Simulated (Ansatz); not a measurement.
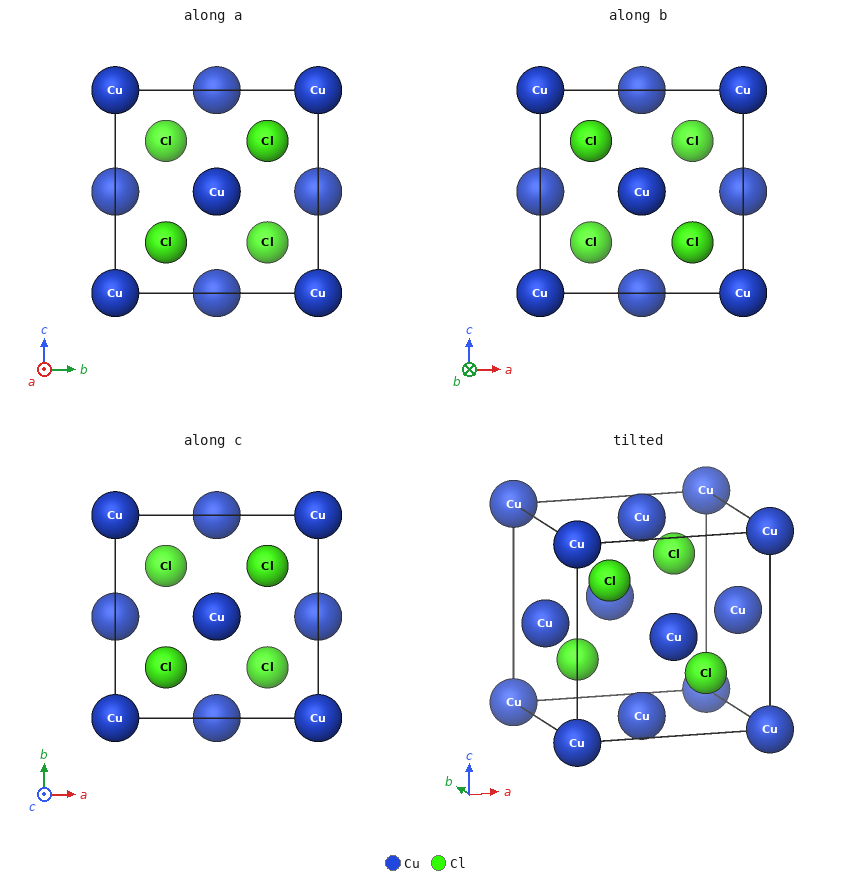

Spheres-only drawing of the structure, looking along the a axis, along the b axis, along the c axis and slightly off an axis. One conventional unit cell is outlined, and atoms on its boundary appear in each equivalent place.

Lattice parameters: a = 5.358 Å, b = 5.358 Å, c = 5.358 Å, α = 90.00°, β = 90.00°, γ = 90.00°.

Record the structure as a table of Wyckoff sites.

Answer. Space group F-43m (No. 216).
```json
{"atom": "Cu", "site": "4a", "x": "0.0000", "y": "0.0000", "z": "0.0000"}
{"atom": "Cl", "site": "4d", "x": "0.2500", "y": "0.2500", "z": "0.7500"}
```

The cell started as a structure type filled with these elements by a generator (whether the compound takes this form wasn't checked). Earlier steps of the study may have refined or changed the cell and positions. It was run through Ansatz as a DFT input.
